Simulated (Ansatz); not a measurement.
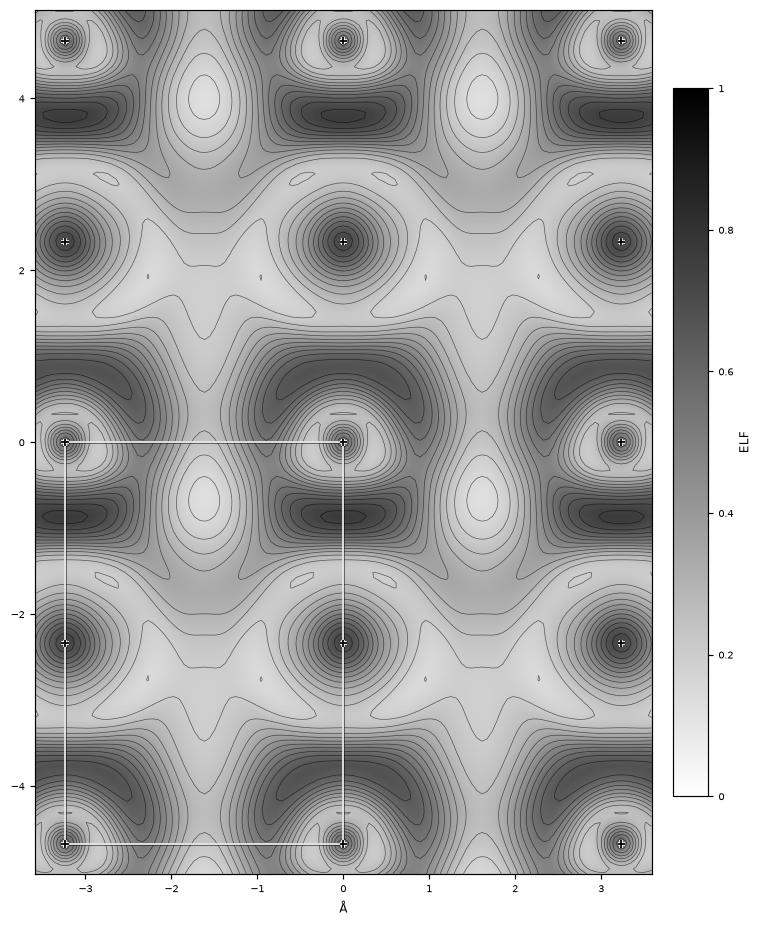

The ELF on a plane through atoms (crosses mark nuclei in the plane).

These are results of Ansatz, DFT PBEsol, scalar-relativistic, plane waves, PAW, not measurements.

Candidates:
A. SiNi, a = 2.99 Å, b = 3.24 Å, c = 4.67 Å, α = 90.00°, β = 90.00°, γ = 90.00°. Space group Pmmn; a structure from a database of computed crystals, not necessarily the ambient phase; computed without spin polarisation.
B. ZrC, a = 4.67 Å, b = 4.67 Å, c = 4.67 Å, α = 90.00°, β = 90.00°, γ = 90.00°. Space group Fm-3m; a generated structure, not necessarily the stable one.

Question: Which system is this?

Answer: Candidate A: SiNi on the (100) plane of the conventional cell, which holds Si and Ni. Si–Ni (2.33 Å): the ELF peaks at about 0.70 in the valence shell of Si, 0.9 Å from its nucleus, and is about 0.45 at the midpoint.
